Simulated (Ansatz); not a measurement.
# Geometry relaxation, with input and output: Mo (part 2 of 2)

The same run, continued: Mo (P6₃/mmc, 2 atoms in the cell); DFT, PBE, PAW with Ansatz's default frozen-core files, scalar-relativistic, no spin polarisation (Ansatz 0.2.0); cutoff 420 eV, 15×15×8 k-mesh, Fermi–Dirac smearing of 0.08 eV. Its volume is 0.88 times that of the source entry. It belongs to a series of runs on one base structure; here: shape and atoms relaxed at 0.88 of the volume.

Geometry of the input (Å; fractional positions):
```
2.6430  0.0000  0.0000
-1.3215  2.2889  0.0000
0.0000  0.0000  4.6878
Mo 0.3333  0.6667  0.2500
Mo 0.6667  0.3333  0.7500
```

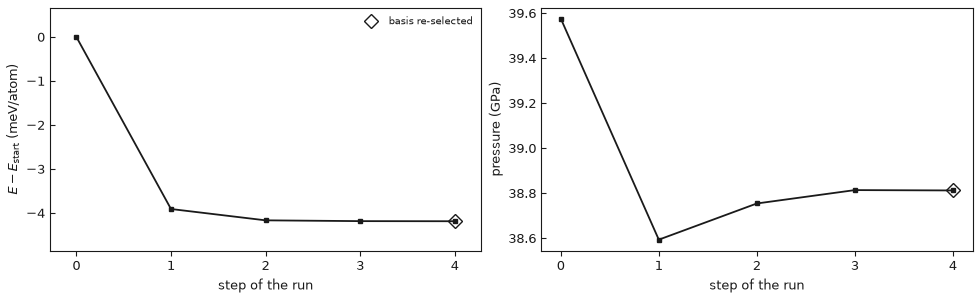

Progress of the relaxation, step by step (the first geometry is step 0 here and step 1 in the log).

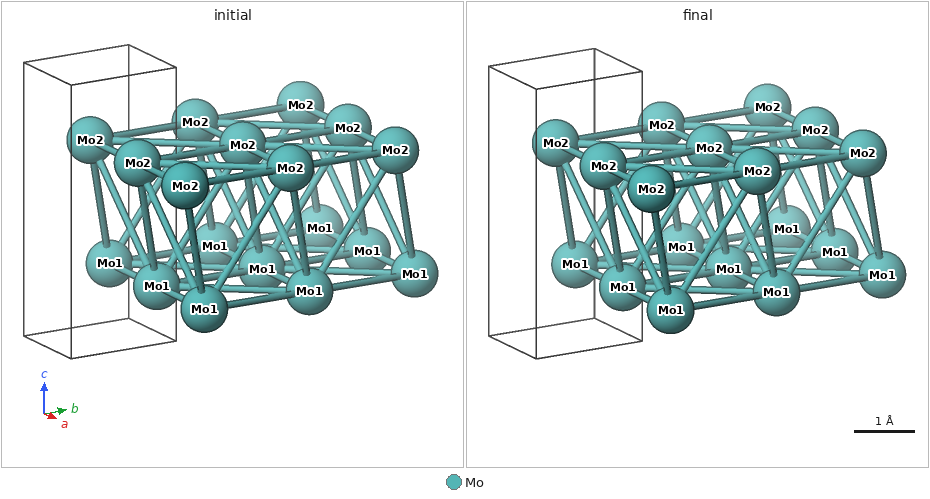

Before (left) and after (right) the relaxation, at one scale (ball-and-stick view of the cell of the calculation, repeated 3 × 3 × 1, seen slightly off an axis). The energy falls by 4.2 meV per atom in 3 geometry steps. All forces vanish by symmetry, so only the cell relaxes. Pressure: 39.58 GPa at the start and 38.81 GPa at the end. The atoms keep their places relative to the cell (all moves are under 0.005 Å). The drawn cell changes at constant volume: a = b 2.643 → 2.662 Å (+0.7 %), c 4.688 → 4.621 Å (−1.4 %). Among the contacts that change: Mo1–Mo2 2.797 → 2.775 Å, Mo1–Mo1 2.643 → 2.662 Å. The space group stays P6_3/mmc (No. 194). A last SCF at the same geometry on a re-selected plane-wave basis shifts the energy by next to nothing (0.0 meV per atom). (Atoms are counted from 1 in the order of the input.)

```
basis re-selected at this cell: Δ(F+E_penalty+E_count) = -5.135e-6 eV, ΔP = -0.002 GPa vs the last step (what re-selecting the basis moved, of the pressure what is left beyond the Pulay correction that the steps carried, after the strain that the cell walked since its last selection, with what the two solves' SCF thresholds leave and, on support functions, any second-order correction that the steps lacked; it is no measure of the basis error at this ecutwfc). This SCF's stress stands 3.54e-2 GPa from its target on what of the cell is left free (relax.cell.stress_tol is 6.00e-2 GPa) and its largest allowed force component is 2.49e-17 eV/Å (relax.f_tol is 5.00e-3 eV/Å): within both
SCF converged after 8 iterations
Free energy (F): -9910.776304 eV
Harris-Foulkes:  -9910.776304 eV  (|F-HF|=0.00e0)
Internal energy: -9910.723551 eV  (E = F + TS)
E sigma→0 (E₀):  -9910.749928 eV
Entropy (-TS):   -0.052752 eV (-26.376 meV/atom)
Fermi energy:    23.243334 eV
--- Per-component energies (eV) ---
  E_band       = -39.386141
  E_kinetic    = 893.731244
  E_local      = -1436.297799  (includes V_loc(G=0)·N_el)
  E_nonlocal   = 288.604937
  E_hartree    = 483.693126
  E_xc         = -370.352875
  E_vxc        = -462.614619  (∫ρ·V_xc dr)
  E_paw        = -6404.146064  (= ΣΔE_a)
  E_vpaw       = -290.196246  (= ΣTr[D̂ρ^β])
  E_aug_tail   = 0.000089  (compensation charges beyond the density's cutoff)
  E_ewald      = -3365.956210
  E_smearing   = -0.052752  (= −TS)
  E_closure    = 0.000000  (closes the sum)
  Σ components = -9910.776304   (vs F -9910.776304, Δ=0.00e0)
--- Forces (eV/Å), atoms counted from 1 ---
  atom   1  Mo     0.00000000     0.00000000     0.00000000
  atom   2  Mo    -0.00000000    -0.00000000     0.00000000
  max |Σ_I F_I| component: 1.16e-18 eV/Å
--- Stress (GPa, compression-positive) ---
       38.830019       0.000000       0.000000
        0.000000      38.830019       0.000000
        0.000000       0.000000      38.776952
  P = ⅓ Tr σ = 38.8123 GPa (388.123 kbar)
--- Band table (eV; the first three rows and the last of 135) ---
  k-point 0: bands = ["-37.5737", "-37.2836", "-12.4135", "-10.7408", "-10.6753", "-10.6753", "-10.5007", "-10.5007", "16.1098", "17.9802", "21.4474", "22.3896", "22.3896", "23.0505", "23.0505", "24.5278", "24.7165", "24.7165"]
  k-point 1: bands = ["-37.5630", "-37.2949", "-12.3542", "-10.8095", "-10.6687", "-10.6687", "-10.5074", "-10.5074", "16.2800", "18.0200", "21.3766", "22.3562", "22.3562", "22.9779", "22.9779", "24.1144", "24.8831", "24.8831"]
  k-point 2: bands = ["-37.5322", "-37.3271", "-12.1836", "-11.0028", "-10.6500", "-10.6500", "-10.5265", "-10.5265", "16.7530", "18.1118", "21.2104", "22.3049", "22.3049", "22.7960", "22.7960", "23.1306", "25.3137", "25.3137"]
  k-point 134: bands = ["-37.0845", "-37.0845", "-12.0572", "-12.0572", "-11.8063", "-11.8063", "-11.0160", "-11.0160", "19.6074", "19.6074", "20.2438", "20.2438", "22.1077", "22.1077", "23.7379", "23.7379", "27.3213", "27.3213"]
--- Relaxed structure (4 steps of the walk, 4 accepted, 1 SCFs on fresh bases) ---
  F+E_penalty+E_count = -9910.77630365 eV   max|allowed force component| = 2.486e-17 eV/Å   (the final SCF, on the basis selected at the relaxed cell)
  cell:  # Å, volume = 28.3594 Å³
    - [2.6619985404898743, 0.0, 0.0]
    - [-1.3309992702449371, 2.3053583609013297, 0.0]
    - [0.0, 0.0, 4.621162444270648]
  atoms:
    - { symbol: Mo, position: [0.33333333333333326, 0.6666666666666665, 0.24999999999999997] }
    - { symbol: Mo, position: [0.6666666666666666, 0.33333333333333326, 0.7499999999999999] }
```

File rho_z.tsv
```
# z_ang	rho[e/angstrom^3]
# format = ansatz-planar-average/11
# lattice	2.661998540	0.000000000	0.000000000
# lattice	-1.330999270	2.305358361	0.000000000
# lattice	0.000000000	0.000000000	4.621162444
# sites	2
# site	42	-0.000000000	1.536905574	1.155290611
# site	42	1.330999270	0.768452787	3.465871833
0.000000	3.260701e-1
0.144411	3.461287e-1
0.288823	4.216042e-1
0.433234	5.920392e-1
0.577645	8.762879e-1
0.722057	1.231001e0
0.866468	1.561415e0
1.010879	1.780135e0
1.155291	1.853923e0
1.299702	1.780135e0
1.444113	1.561415e0
1.588525	1.231001e0
1.732936	8.762879e-1
1.877347	5.920392e-1
2.021759	4.216042e-1
2.166170	3.461287e-1
2.310581	3.260701e-1
2.454993	3.461287e-1
2.599404	4.216042e-1
2.743815	5.920392e-1
2.888227	8.762879e-1
3.032638	1.231001e0
3.177049	1.561415e0
3.321461	1.780135e0
3.465872	1.853923e0
3.610283	1.780135e0
3.754694	1.561415e0
3.899106	1.231001e0
4.043517	8.762879e-1
4.187928	5.920392e-1
4.332340	4.216042e-1
4.476751	3.461287e-1
```

File v_z.tsv
```
# z_ang	v_es[eV]	v_tot[eV]
# format = ansatz-planar-average/11
# xc	pbe
# density_cutoff_ev	1680
# datasets	Mo=:simpson_from_first_knot:soft
# lattice	2.661998540	0.000000000	0.000000000
# lattice	-1.330999270	2.305358361	0.000000000
# lattice	0.000000000	0.000000000	4.621162444
# sites	2
# site	42	-0.000000000	1.536905574	1.155290611
# site	42	1.330999270	0.768452787	3.465871833
0.000000	2.123670e1	1.018284e1
0.144411	2.052032e1	9.357226e0
0.288823	1.820225e1	6.570032e0
0.433234	1.428835e1	1.759697e0
0.577645	9.370098e0	-4.324564e0
0.722057	4.363864e0	-1.052408e1
0.866468	1.393084e-1	-1.572345e1
1.010879	-2.660205e0	-1.913636e1
1.155291	-3.638415e0	-2.031697e1
1.299702	-2.660205e0	-1.913636e1
1.444113	1.393084e-1	-1.572345e1
1.588525	4.363864e0	-1.052408e1
1.732936	9.370098e0	-4.324564e0
1.877347	1.428835e1	1.759697e0
2.021759	1.820225e1	6.570032e0
2.166170	2.052032e1	9.357226e0
2.310581	2.123670e1	1.018284e1
2.454993	2.052032e1	9.357226e0
2.599404	1.820225e1	6.570032e0
2.743815	1.428835e1	1.759697e0
2.888227	9.370098e0	-4.324564e0
3.032638	4.363864e0	-1.052408e1
3.177049	1.393084e-1	-1.572345e1
3.321461	-2.660205e0	-1.913636e1
3.465872	-3.638415e0	-2.031697e1
3.610283	-2.660205e0	-1.913636e1
3.754694	1.393084e-1	-1.572345e1
3.899106	4.363864e0	-1.052408e1
4.043517	9.370098e0	-4.324564e0
4.187928	1.428835e1	1.759697e0
4.332340	1.820225e1	6.570032e0
4.476751	2.052032e1	9.357226e0
```

Trajectory as extended XYZ (Å, eV, eV/Å), 5 frames, from step=1 to step=5
```
2
Lattice="2.6430 0.0000 0.0000 -1.3215 2.2889 0.0000 0.0000 0.0000 4.6878" Properties=species:S:1:pos:R:3:forces:R:3 step=1 energy=-9910.76793 pressure_GPa=39.58
Mo    0.0000    1.5259    1.1720    0.0000   0.0000   0.0000
Mo    1.3215    0.7630    3.5159    0.0000   0.0000   0.0000
2
Lattice="2.6678 0.0000 0.0000 -1.3339 2.3104 0.0000 0.0000 0.0000 4.6010" Properties=species:S:1:pos:R:3:forces:R:3 step=2 energy=-9910.77575 pressure_GPa=38.59
Mo    0.0000    1.5403    1.1503    0.0000   0.0000   0.0000
Mo    1.3339    0.7701    3.4508    0.0000   0.0000   0.0000
2
Lattice="2.6636 0.0000 0.0000 -1.3318 2.3067 0.0000 0.0000 0.0000 4.6157" Properties=species:S:1:pos:R:3:forces:R:3 step=3 energy=-9910.77626 pressure_GPa=38.75
Mo    0.0000    1.5378    1.1539    0.0000   0.0000   0.0000
Mo    1.3318    0.7689    3.4618    0.0000   0.0000   0.0000
2
Lattice="2.6620 0.0000 0.0000 -1.3310 2.3054 0.0000 0.0000 0.0000 4.6212" Properties=species:S:1:pos:R:3:forces:R:3 step=4 energy=-9910.77630 pressure_GPa=38.81
Mo    0.0000    1.5369    1.1553    0.0000   0.0000   0.0000
Mo    1.3310    0.7685    3.4659    0.0000   0.0000   0.0000
2
Lattice="2.6620 0.0000 0.0000 -1.3310 2.3054 0.0000 0.0000 0.0000 4.6212" Properties=species:S:1:pos:R:3:forces:R:3 step=5 energy=-9910.77630 pressure_GPa=38.81
Mo    0.0000    1.5369    1.1553    0.0000   0.0000   0.0000
Mo    1.3310    0.7685    3.4659    0.0000   0.0000   0.0000
```

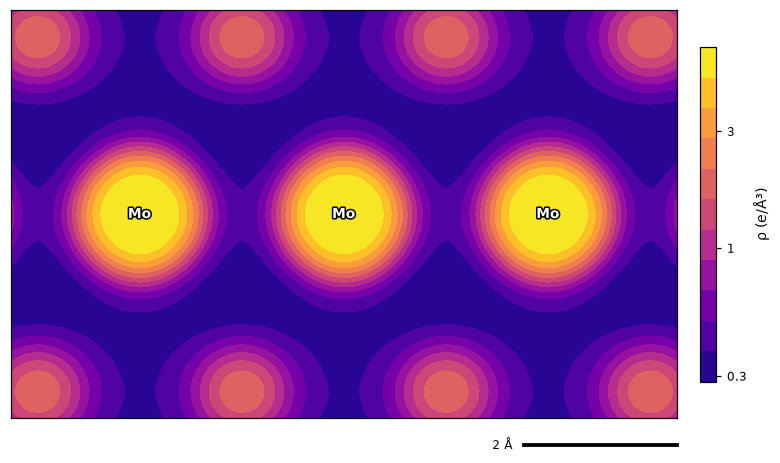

Valence charge density (pseudo) on the (100) plane of the conventional cell. The plane passes through Mo nuclei. Mo–Mo (2.66 Å): the density is about 0.42 e/Å³ at the midpoint. Away from the nuclei the density in this plane falls to 0.28 e/Å³ at its lowest. The fields are those of the smooth PAW valence density.
